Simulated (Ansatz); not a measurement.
**Ti: single-point calculation**

System: Ti (slab, 6 atoms in the cell).
Method: DFT, LDA, all-electron LAPW, scalar-relativistic, no spin polarisation (Ansatz 0.2.0).

Figures and captions count atoms from 1; the log counts them from 0 in places.

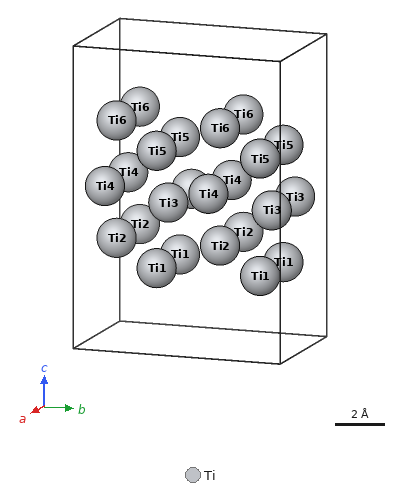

Fig. 1: The structure as given in the input (spheres-only view of the 2 × 2 repeat of the cell, with the vacuum cut short, seen slightly off an axis; atoms are numbered from 1 in the order of the input). An atom can appear more than once, as a periodic image.

**Input**
```yaml
crystal:
  lattice:
    - [2.8642820353, 0.0, 0.0]
    - [0.0, 4.537795965, 0.0]
    - [0.0, 0.0, 21.7879]
  atoms:
    - { symbol: Ti, position: [0.75, 0.75, 0.3671756108] }
    - { symbol: Ti, position: [0.25, 0.25, 0.4051254365] }
    - { symbol: Ti, position: [0.25, 0.75, 0.4810250871] }
    - { symbol: Ti, position: [0.75, 0.25, 0.5189749129] }
    - { symbol: Ti, position: [0.75, 0.75, 0.5948745635] }
    - { symbol: Ti, position: [0.25, 0.25, 0.6328243892] }
kpoints:
  mp_grid: { grid: [14, 9, 1] }
scf:
  occupations: { method: fermi_dirac, width: 0.1 }
hamiltonian:
  xc: lda
  pseudopotentials: { kind: all_electron, lapw: { basis_error: 0.001 } }
output:
  forces: true
  stress: true
  eigenvalues: true
  populations: true
  dos: { projected: true, de: 0.2, e_range: [-14, 8] }
efield:
  axis: 3
  amplitude: 0
  dipole_correction: true
```

Hardware: 2 threads of Arm Neoverse V1, 24 GiB of memory available, shared host.

Launched with:
```bash
ansatz run input.yaml --threads 2 --pin off --max-ram 4096MiB --backend cpu --events-out ev --progress --plain --runs-dir out
```

**What the program printed**
```
Ti: projections on atomic orbitals take those of the free atom 1s2 2s2 2p6 3s2 3p6 3d2 4s2, of charge +0.00 (hamiltonian.pseudopotentials.projection_atoms)
LAPW: plane waves up to 7.482 Å⁻¹, error target 1.0e-3 eV per atom; small_component_spin mean_spin; Ti in spheres of 1.404 Å, 12 of its electrons in bands, Dirac shells [] (how accurate: hamiltonian.pseudopotentials.lapw.basis_error, Limitations)
Engine: ansatz 0.2.0, aarch64-unknown-linux-gnu
Pseudopotentials: kind: all_electron
Pseudopotential: Ti, LAPW, valence charge 12, lapw/all_electron/scalar/gaussian/Ti, Koelling and Harmon's equation, gaussian nucleus
Functional definition: SPW92
  exchange = slater_x
  correlation = pw_c
Crystal: 6 atoms, lattice volume = 283.189 Å³
Basis set: ecut = 213.3070617739118 eV, 2051 PW (Γ), exchange–correlation at level 2
Bands: 44, of which v1, the nominal top of the filled ones, is band 36 counted from 1 (35 counted from 0)
Symmetry: 4 space group operations
k-points: 40 of 126
Non-local potential: Ti, projectors of the file, none
Initial density: superposition of atomic densities (neutral atoms: chi_scale 0, normalization atom)
Initial wavefunctions: plane waves of lowest kinetic energy (no species holds an atomic orbital)
Functional: x = slater, c = lda
iter 1 solved again at ethr=9.87e-2 eV; its pass at ethr=1.00e-1 eV (dr2=7.11e1 eV) is discarded
SCF iter   1: F=—  HF=-139106.529992 eV  |F-HF|=—  |Δ(HF+E_count)|=         —  Δρ=3.94e-2  dr2=7.06e1  ethr=9.87e-2  p=-0.000 e·Å  D=-3.80e-14 V/Å  ΔV_dip=0.00 eV  dr2_dipole=1.22e-2  V_vac-E_F(+/−)=8.50/8.50 eV  ⟨swp⟩=2.0  Hψ=12811  notcnv=0
efield: sawtooth ramp at fractional position 0.9500 (placed from the atoms, in the widest stretch of the axis that holds none; the zero of the levels goes with the place), width 0.1000; the density the first Hamiltonian is built on has a dipole p = 0.000 e·Å; the dipole correction subtracts the counter field D = 4.20e-14 V/Å, which shifts the + side's vacuum level by -0.00 eV against the − side's; the planar-averaged density in the ramp window peaks in size at 2.0e-6 e/Å³
preconditioner: auto → LDOS  [metal: Δε(μ)=0.002 eV  Ē_g=2.702 eV  σ=0.100 eV  W_gap=0.00  n_scr=36 (ndim 8)  ℏωp=10.8 eV  f_vac=0.547  D(μ)=9.32/eV (n_scr^D=56)  β→1.0]
SCF iter   2: F=—  HF=-139105.939051 eV  |F-HF|=—  |Δ(HF+E_count)|=   5.91e-1  Δρ=4.62e-2  dr2=8.99e1  ethr=9.81e-2  p=0.004 e·Å  D=2.65e-3 V/Å  ΔV_dip=-0.06 eV  dr2_dipole=3.26e-1  V_vac-E_F(+/−)=0.98/1.04 eV  ⟨swp⟩=3.5  Hψ=6782  notcnv=0
iter 3 solved again at ethr=2.09e-3 eV; its pass at ethr=9.81e-2 eV (dr2=1.51e0 eV) is discarded
SCF iter   3: F=—  HF=-139100.903584 eV  |F-HF|=—  |Δ(HF+E_count)|=    5.04e0  Δρ=9.75e-3  dr2=1.49e0  ethr=2.09e-3  p=-0.001 e·Å  D=-8.94e-4 V/Å  ΔV_dip=0.02 eV  dr2_dipole=3.02e-2  V_vac-E_F(+/−)=3.96/3.94 eV  ⟨swp⟩=2.2  Hψ=20556  notcnv=0
automatic band count: the SCF goes on with 52 bands, as 44 were too few: the levels above may hold too much charge
SCF iter   4: F=—  HF=-139100.786171 eV  |F-HF|=—  |Δ(HF+E_count)|=         —  Δρ=2.74e-3  dr2=6.28e-2  ethr=2.07e-3  p=-0.002 e·Å  D=-1.39e-3 V/Å  ΔV_dip=0.03 eV  dr2_dipole=7.04e-6  V_vac-E_F(+/−)=4.28/4.25 eV  ⟨swp⟩=2.0  Hψ=6762  notcnv=0
the basis was enlarged: its passes take 927.0 KiB over the memory plan, 2 of 2 planned eigensolver slots
SCF iter   5: F=—  HF=-139100.774988 eV  |F-HF|=—  |Δ(HF+E_count)|=   1.12e-2  Δρ=1.35e-3  dr2=1.13e-2  ethr=8.72e-5  p=-0.001 e·Å  D=-7.65e-4 V/Å  ΔV_dip=0.02 eV  dr2_dipole=1.03e-5  V_vac-E_F(+/−)=4.20/4.18 eV  ⟨swp⟩=2.0  Hψ=6379  notcnv=0
SCF iter   6: F=—  HF=-139100.774781 eV  |F-HF|=—  |Δ(HF+E_count)|=   2.07e-4  Δρ=2.84e-4  dr2=1.26e-3  ethr=1.57e-5  p=-0.000 e·Å  D=-2.45e-4 V/Å  ΔV_dip=0.01 eV  dr2_dipole=2.93e-5  V_vac-E_F(+/−)=4.13/4.12 eV  ⟨swp⟩=2.1  Hψ=6382  notcnv=0
SCF iter   7: F=—  HF=-139100.774773 eV  |F-HF|=—  |Δ(HF+E_count)|=   7.42e-6  Δρ=9.55e-5  dr2=1.18e-4  ethr=1.76e-6  p=-0.000 e·Å  D=-7.41e-5 V/Å  ΔV_dip=0.00 eV  dr2_dipole=1.81e-6  V_vac-E_F(+/−)=4.10/4.10 eV  ⟨swp⟩=2.3  Hψ=6404  notcnv=0
SCF iter   8: F=—  HF=-139100.774777 eV  |F-HF|=—  |Δ(HF+E_count)|=   3.81e-6  Δρ=3.67e-5  dr2=6.93e-6  ethr=1.64e-7  p=-0.000 e·Å  D=-2.04e-5 V/Å  ΔV_dip=0.00 eV  dr2_dipole=6.63e-7  V_vac-E_F(+/−)=4.08/4.08 eV  ⟨swp⟩=3.0  Hψ=6887  notcnv=0
SCF iter   9: F=—  HF=-139100.774778 eV  |F-HF|=—  |Δ(HF+E_count)|=   1.10e-6  Δρ=1.28e-5  dr2=1.85e-6  ethr=9.62e-9  p=-0.000 e·Å  D=-7.27e-6 V/Å  ΔV_dip=0.00 eV  dr2_dipole=1.61e-9  V_vac-E_F(+/−)=4.08/4.08 eV  ⟨swp⟩=2.9  Hψ=6556  notcnv=0
SCF iter  10: F=-139100.774778 eV  HF=-139100.774778 eV  |F-HF|=6.43e-9  |Δ(HF+E_count)|=   2.24e-7  Δρ=3.86e-6  dr2=9.40e-8  ethr=2.57e-9  p=-0.000 e·Å  D=-7.76e-7 V/Å  ΔV_dip=0.00 eV  dr2_dipole=7.94e-10  V_vac-E_F(+/−)=4.08/4.08 eV  ⟨swp⟩=3.0  Hψ=7082  notcnv=0
SCF 1 converged in 10 iterations: F = -139100.774778 eV  dr2 = 9.40e-8
```

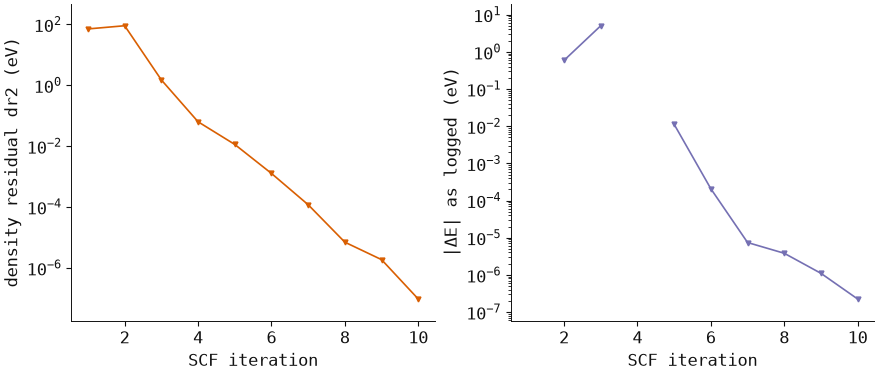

Fig. 2: Convergence of the self-consistent field: density residual dr2 and size of the energy change against the SCF iteration. The residual falls almost steadily, with no more than small rises.

```
SCF converged after 10 iterations
Free energy (F): -139100.774778 eV
Harris-Foulkes:  -139100.774778 eV  (|F-HF|=6.43e-9)
Internal energy: -139100.444522 eV  (E = F + TS)
E sigma→0 (E₀):  -139100.609650 eV
Entropy (-TS):   -0.330256 eV (-55.043 meV/atom)
Fermi energy:    2.479855 eV
Dipole field:    D = -0.000001 V/Å  (p = -0.000001 e·Å, saw-weighted, corrected)
Work function:   Φ+ = 4.0792 eV   Φ− = 4.0792 eV
Levels:          The Fermi level and band energies are counted from a zero that moves with the ramp; work functions are not
--- Per-component energies (eV) ---
  E_band       = -1707.553032
  E_kinetic    = 140355.990328
  E_xc         = -6584.176146
  E_efield     = 0.000000  (sawtooth field / dipole correction)
  E_electrostatic = -272872.258704  (all electrons and nuclei)
  E_smearing   = -0.330256  (= −TS)
  E_closure    = 0.000000  (closes the sum)
  E_atoms      = -139059.342596  (free atoms, spherical and without spin; not in F)
  Σ components = -139100.774778   (vs F -139100.774778, Δ=0.00e0)
  Basis errors (estimates in eV, not in F): energy 3.5e-4 per atom: plane waves 2.8e-4 (1.6e-4 summed), levels above the bands 3.0e-13, relativity 3.1e-9, radial functions 6.7e-5, core shells 6.1e-8; eigenvalues (radial functions only) 7.2e-7; not estimated: angular momenta, meshes, grids; target (lapw.basis_error) 1.0e-3; muffin-tin radii Ti 1.404 Å
--- Forces (eV/Å), atoms counted from 1 ---
  atom   1  Ti    -0.00000000    -0.00000000     0.39643743
  atom   2  Ti    -0.00000000     0.00000000     0.19687672
  atom   3  Ti     0.00000000    -0.00000000    -0.23623442
  atom   4  Ti    -0.00000000     0.00000000     0.23587110
  atom   5  Ti     0.00000000    -0.00000000    -0.19674800
  atom   6  Ti     0.00000000     0.00000000    -0.39611923
  max |Σ_I F_I| component: 8.36e-5 eV/Å
--- Stress (GPa, compression-positive) ---
       -2.489791       0.000000       0.000000
        0.000000      -2.144709       0.000000
        0.000000       0.000000      -1.646274
  P = ⅓ Tr σ = -2.0936 GPa (-20.936 kbar)
--- Band table (eV; the first three rows and the last of 40) ---
  k-point 0: bands = ["-53.8030", "-53.7982", "-53.6080", "-53.4959", "-53.4728", "-53.4606", "-30.6474", "-30.5803", "-30.5607", "-30.5605", "-30.4072", "-30.2613", "-30.1399", "-30.1070", "-30.0883", "-29.9768", "-29.9767", "-29.9429", "-29.8741", "-29.8721", "-29.8526", "-29.8516", "-29.7771", "-29.7624", "-3.2204", "-1.8911", "-0.5233", "0.0697", "0.3157", "0.7071", "0.8200", "1.9018", "1.9185", "1.9982", "2.4347", "2.6534", "2.8907", "3.0708", "3.2706", "3.4655", "3.5229", "3.5905", "3.5991", "3.6024", "3.6468", "3.9091", "3.9414", "3.9430", "4.0340", "4.2940", "4.5986", "4.7782"]
  k-point 1: bands = ["-53.8010", "-53.7966", "-53.6044", "-53.4975", "-53.4746", "-53.4646", "-30.6325", "-30.5897", "-30.5811", "-30.5204", "-30.4149", "-30.2317", "-30.1702", "-30.1021", "-30.0842", "-29.9721", "-29.9597", "-29.9399", "-29.9119", "-29.8788", "-29.8545", "-29.8308", "-29.7996", "-29.7673", "-3.1127", "-1.8020", "-0.5110", "0.0469", "0.3427", "0.6334", "0.9575", "1.7671", "1.8702", "1.9369", "2.5255", "2.6672", "2.9094", "3.1358", "3.2779", "3.3446", "3.4816", "3.4943", "3.5149", "3.5925", "3.6320", "3.9123", "4.0175", "4.0201", "4.1041", "4.4176", "4.5982", "4.7315"]
  k-point 2: bands = ["-53.7959", "-53.7925", "-53.5938", "-53.5027", "-53.4795", "-53.4751", "-30.6242", "-30.6085", "-30.5431", "-30.4723", "-30.4235", "-30.2302", "-30.1697", "-30.0883", "-30.0731", "-29.9687", "-29.9543", "-29.9467", "-29.9327", "-29.8919", "-29.8606", "-29.8571", "-29.8218", "-29.7812", "-2.7981", "-1.5435", "-0.4614", "-0.0796", "0.3839", "0.5182", "1.2044", "1.5290", "1.6967", "1.9885", "2.6429", "2.6837", "2.8926", "2.9548", "3.1932", "3.3142", "3.3259", "3.3754", "3.5210", "3.6183", "3.6869", "3.8471", "3.9356", "3.9575", "4.3312", "4.6299", "4.6824", "4.7200"]
  k-point 39: bands = ["-53.7311", "-53.7311", "-53.4777", "-53.4777", "-53.4569", "-53.4569", "-30.6108", "-30.6108", "-30.5599", "-30.5599", "-30.5361", "-30.5361", "-30.4083", "-30.4083", "-30.1326", "-30.1326", "-30.0320", "-30.0320", "-29.9977", "-29.9977", "-29.9230", "-29.9230", "-29.8964", "-29.8964", "0.0038", "0.0038", "0.2132", "0.2132", "0.7883", "0.7883", "1.5944", "1.5944", "1.7578", "1.7578", "2.1242", "2.1242", "2.8541", "2.8541", "3.1892", "3.1892", "3.5995", "3.5995", "3.9290", "3.9290", "4.4632", "4.4632", "4.6646", "4.6646", "5.0230", "5.0230", "5.4993", "5.4993"]
--- Löwdin populations: 6 sites ---
  site symbol       q [e]
     0     Ti     21.8972
     1     Ti     21.9009
     2     Ti     21.8836
     3     Ti     21.8836
     4     Ti     21.9009
     5     Ti     21.8972
  spilling = 0.004823 (of n_electrons = 132.000000)
```

**File dos.tsv**
```
# E-E_F[eV]	g_bin_mean(E)[states/eV]	N(E)
# format = ansatz-dos/2
# fermi_ev = 2.479855
# fermi_mp_grid = 14 9 1
# fermi_mp_shift = 0 0 0
# tetrahedron_fermi_ev = 2.520029
# g_bin_mean(E): the states in a bin one row spacing wide, centred on E, divided by that spacing. States that the method places at a single energy (under output.dos.method: tetrahedron, those of a tetrahedron whose four corners have one energy) are counted whole in the row whose bin holds that energy (on the edge of two bins, in the lower row). The sum of g_bin_mean over a run of rows, times the row spacing, is the number of states from half a spacing under the first of them to half a spacing over the last (a plain sum, not the trapezoid rule).
-14.000000	0.000000e0	4.800000e1
-13.800000	0.000000e0	4.800000e1
-13.600000	0.000000e0	4.800000e1
-13.400000	0.000000e0	4.800000e1
-13.200000	0.000000e0	4.800000e1
-13.000000	0.000000e0	4.800000e1
-12.800000	0.000000e0	4.800000e1
-12.600000	0.000000e0	4.800000e1
-12.400000	0.000000e0	4.800000e1
-12.200000	0.000000e0	4.800000e1
-12.000000	0.000000e0	4.800000e1
-11.800000	0.000000e0	4.800000e1
-11.600000	0.000000e0	4.800000e1
-11.400000	0.000000e0	4.800000e1
-11.200000	0.000000e0	4.800000e1
-11.000000	0.000000e0	4.800000e1
-10.800000	0.000000e0	4.800000e1
-10.600000	0.000000e0	4.800000e1
-10.400000	0.000000e0	4.800000e1
-10.200000	0.000000e0	4.800000e1
-10.000000	0.000000e0	4.800000e1
-9.800000	0.000000e0	4.800000e1
-9.600000	0.000000e0	4.800000e1
-9.400000	0.000000e0	4.800000e1
-9.200000	0.000000e0	4.800000e1
-9.000000	0.000000e0	4.800000e1
-8.800000	0.000000e0	4.800000e1
-8.600000	0.000000e0	4.800000e1
-8.400000	0.000000e0	4.800000e1
-8.200000	0.000000e0	4.800000e1
-8.000000	0.000000e0	4.800000e1
-7.800000	0.000000e0	4.800000e1
-7.600000	0.000000e0	4.800000e1
-7.400000	0.000000e0	4.800000e1
-7.200000	0.000000e0	4.800000e1
-7.000000	0.000000e0	4.800000e1
-6.800000	0.000000e0	4.800000e1
-6.600000	0.000000e0	4.800000e1
-6.400000	0.000000e0	4.800000e1
-6.200000	0.000000e0	4.800000e1
-6.000000	0.000000e0	4.800000e1
-5.800000	6.849715e-7	4.800000e1
-5.600000	3.870714e-1	4.802637e1
-5.400000	4.527147e-1	4.811965e1
-5.200000	4.915613e-1	4.821936e1
-5.000000	4.915377e-1	4.831453e1
-4.800000	5.304229e-1	4.841669e1
-4.600000	5.326995e-1	4.852357e1
-4.400000	6.387384e-1	4.863174e1
-4.200000	1.215889e0	4.882062e1
-4.000000	1.220260e0	4.907435e1
-3.800000	1.137984e0	4.930685e1
-3.600000	1.302288e0	4.953596e1
-3.400000	1.566740e0	4.985535e1
-3.200000	1.439283e0	5.013050e1
-3.000000	2.453107e0	5.046468e1
-2.800000	3.535686e0	5.109206e1
-2.600000	4.565302e0	5.186502e1
-2.400000	5.180326e0	5.303389e1
-2.200000	6.117241e0	5.398137e1
-2.000000	7.676793e0	5.547644e1
-1.800000	7.019587e0	5.685691e1
-1.600000	7.711472e0	5.852187e1
-1.400000	5.112612e0	5.971022e1
-1.200000	7.738209e0	6.072812e1
-1.000000	9.716774e0	6.258075e1
-0.800000	1.467049e1	6.493580e1
-0.600000	9.059686e0	6.752724e1
-0.400000	6.772629e0	6.916982e1
-0.200000	4.708596e0	7.022762e1
0.000000	1.051238e1	7.153018e1
0.200000	1.375335e1	7.421785e1
0.400000	1.595313e1	7.697316e1
0.600000	1.426647e1	8.028303e1
0.800000	1.161073e1	8.274379e1
1.000000	1.453829e1	8.534171e1
1.200000	1.002130e1	8.797840e1
1.400000	1.113548e1	8.991225e1
1.600000	8.451609e0	9.208815e1
1.800000	7.136194e0	9.327074e1
2.000000	8.505662e0	9.499605e1
2.200000	1.097381e1	9.703315e1
2.400000	8.718044e0	9.885380e1
2.600000	9.642555e0	1.007562e2
2.800000	6.379601e0	1.026370e2
3.000000	2.524122e0	1.032394e2
3.200000	1.205436e0	1.036571e2
3.400000	1.086495e0	1.038415e2
3.600000	1.396367e-1	1.040000e2
3.800000	0.000000e0	1.040000e2
4.000000	0.000000e0	1.040000e2
4.200000	0.000000e0	1.040000e2
4.400000	0.000000e0	1.040000e2
4.600000	0.000000e0	1.040000e2
4.800000	0.000000e0	1.040000e2
5.000000	0.000000e0	1.040000e2
5.200000	0.000000e0	1.040000e2
5.400000	0.000000e0	1.040000e2
5.600000	0.000000e0	1.040000e2
5.800000	0.000000e0	1.040000e2
6.000000	0.000000e0	1.040000e2
6.200000	0.000000e0	1.040000e2
6.400000	0.000000e0	1.040000e2
6.600000	0.000000e0	1.040000e2
6.800000	0.000000e0	1.040000e2
7.000000	0.000000e0	1.040000e2
7.200000	0.000000e0	1.040000e2
7.400000	0.000000e0	1.040000e2
7.600000	0.000000e0	1.040000e2
7.800000	0.000000e0	1.040000e2
8.000000	0.000000e0	1.040000e2
```

**File populations.tsv**
```
# site	symbol	l	j	q
# orbitals = lowdin
# n_electrons = 132.000000
# spilling = 0.004823
# projection_atom_Ti: 1s2 2s2 2p6 3s2 3p6 3d2 4s2
0	Ti	0_1S	-	1.999979
0	Ti	0_2S	-	1.998916
0	Ti	0_3S	-	1.974247
0	Ti	0_4S	-	0.940800
0	Ti	1_2P	-	5.999960
0	Ti	1_3P	-	5.985700
0	Ti	2_3D	-	2.997620
1	Ti	0_1S	-	1.999973
1	Ti	0_2S	-	1.998584
1	Ti	0_3S	-	1.966360
1	Ti	0_4S	-	0.893621
1	Ti	1_2P	-	5.999961
1	Ti	1_3P	-	5.987610
1	Ti	2_3D	-	3.054795
2	Ti	0_1S	-	1.999970
2	Ti	0_2S	-	1.998396
2	Ti	0_3S	-	1.961682
2	Ti	0_4S	-	0.887342
2	Ti	1_2P	-	5.999960
2	Ti	1_3P	-	5.987535
2	Ti	2_3D	-	3.048676
3	Ti	0_1S	-	1.999970
3	Ti	0_2S	-	1.998396
3	Ti	0_3S	-	1.961682
3	Ti	0_4S	-	0.887341
3	Ti	1_2P	-	5.999960
3	Ti	1_3P	-	5.987535
3	Ti	2_3D	-	3.048683
4	Ti	0_1S	-	1.999973
4	Ti	0_2S	-	1.998584
4	Ti	0_3S	-	1.966360
4	Ti	0_4S	-	0.893619
4	Ti	1_2P	-	5.999961
4	Ti	1_3P	-	5.987610
4	Ti	2_3D	-	3.054782
5	Ti	0_1S	-	1.999979
5	Ti	0_2S	-	1.998916
5	Ti	0_3S	-	1.974247
5	Ti	0_4S	-	0.940801
5	Ti	1_2P	-	5.999960
5	Ti	1_3P	-	5.985699
5	Ti	2_3D	-	2.997617
```

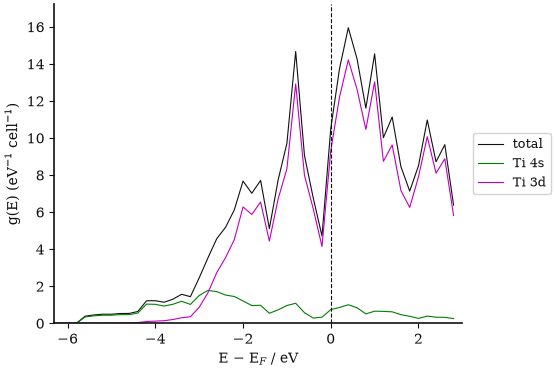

Fig. 3: Density of states (projected on atomic shells), with energies from the Fermi level. There are states at the Fermi level: a metal at this level of theory.

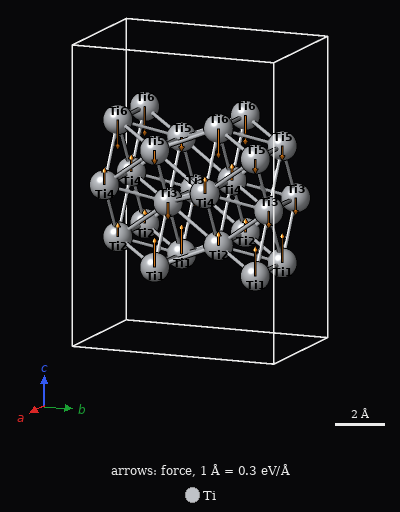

Fig. 4: Forces on the atoms as orange arrows (ball-and-stick view of the 2 × 2 repeat of the cell, with the vacuum cut short, seen slightly off an axis; atoms are numbered from 1 in the order of the input). The largest act on Ti1, Ti6 (0.40 eV/Å); Ti3, Ti4 (0.24 eV/Å); Ti2, Ti5 (0.20 eV/Å). The geometry is not a stationary point of this energy.

**Results in brief**

```tsv
quantity	value
outcome	converged
electrons in bands (core shells apart)	72
free energy	−139100.7748 eV
Fermi energy	2.480 eV
electronic character	metal
largest force (length of the vector)	0.396 eV/Å
wall time	3 min (CPU time 5.9 min)
peak memory	0.88 GiB
```
